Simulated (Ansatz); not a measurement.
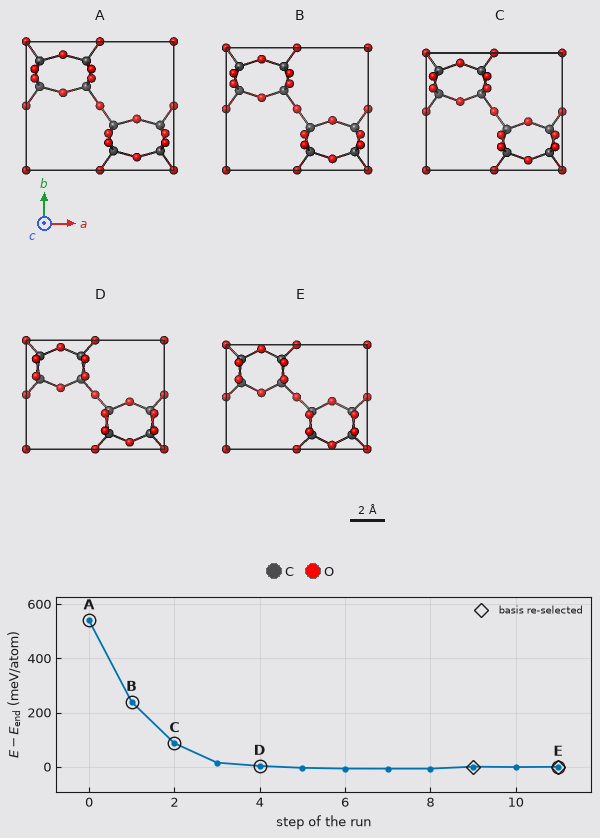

Frames of a relaxation of a crystal of CO$_{2}$ (a generated structure, set up in Ima2) (coarse preliminary run), marked on the history of the run. The picture is a ball-and-stick view of the conventional cell (2 times the calculation's cell), seen along the c axis. Lengths and directions refer to the drawn axes.

Case: Si → C on all its sites, cell and atoms relaxed.

These are results of DFT LDA, scalar-relativistic, plane waves, PAW (Ansatz 0.2.0), not measurements. (plane-wave cutoff 420 eV; k-point mesh 6 × 6 × 6; occupations gaussian; smearing width 0.1 eV; no spin polarisation; cell and atoms relaxed; force threshold 0.05 eV/Å; at most 60 steps)

> What happens along the run?

The largest moves relative to the cell, 0.45 Å, are those of O atoms. By element the largest moves are O 0.45 Å, C 0.16 Å. The volume changes by −33.3 %, with a 8.917 → 8.527 Å (−4.4 %), b 7.773 → 6.304 Å (−18.9 %), c 4.638 → 3.986 Å (−14.1 %). Near-neighbour distances that change, for instance: C–O 1.455 → 1.362 Å, C–O 1.464 → 1.375 Å. Bond angles that change, for instance: C–O–C 148.8° → 121.1°, C–O–C 157.6° → 136.7°, C–O–C 144.0° → 124.4°. The space group stays Ima2 (No. 46). Over 9 accepted moves (11 points after the start) the energy falls by 540 meV per atom. Largest force component: 1.7 eV/Å at the start, 0.0066 eV/Å at the end. The pressure goes from −29.23 to 0.05 GPa. At 2 points the geometry stayed and the basis and grid were re-selected for the new cell (energy shift of 7.1 meV per atom at most each time). Cost: 3.6 min on 2 threads of Arm Neoverse V1 (shared host), peak memory 0.53 GiB. From step 0 to 1: O atoms move most (0.08 Å), volume −12.6 %, energy −301 meV per atom. From step 1 to 2: O atoms move most (0.07 Å), volume −12.8 %, energy −152 meV per atom. From step 2 to 4: O atoms move most (0.29 Å), volume −10.9 %, energy −83.8 meV per atom. From step 4 to 11: O atoms move most (0.15 Å), volume −1.9 %, energy −3.3 meV per atom.
